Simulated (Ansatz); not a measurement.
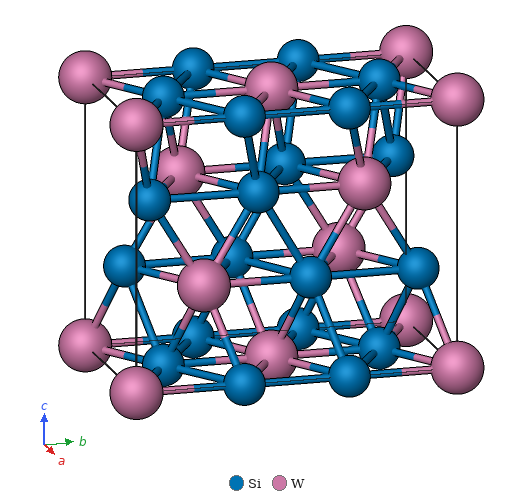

Drawn in the ball-and-stick manner and seen slightly off an axis. The conventional unit cell is drawn as a box.

Write a short crystallographic description.

The solid is Si₂W. Space group: C222 (No. 21). Lattice: base-centred orthorhombic. With Z = 6, the cell contains 12 Si, 6 W. The coordination, counted out to bonding distance, is Si 10 and W 10. Not all metal-metal contacts are counted.

Origin of the cell: a structure listed in the Materials Project. The cell was then strained or its atoms displaced on purpose. It went into a calculation with Ansatz.

At this level of theory the run's own cell isn't at rest (compressed, at 14 GPa), so its distances can differ from those at equilibrium, the more so the softer the solid.
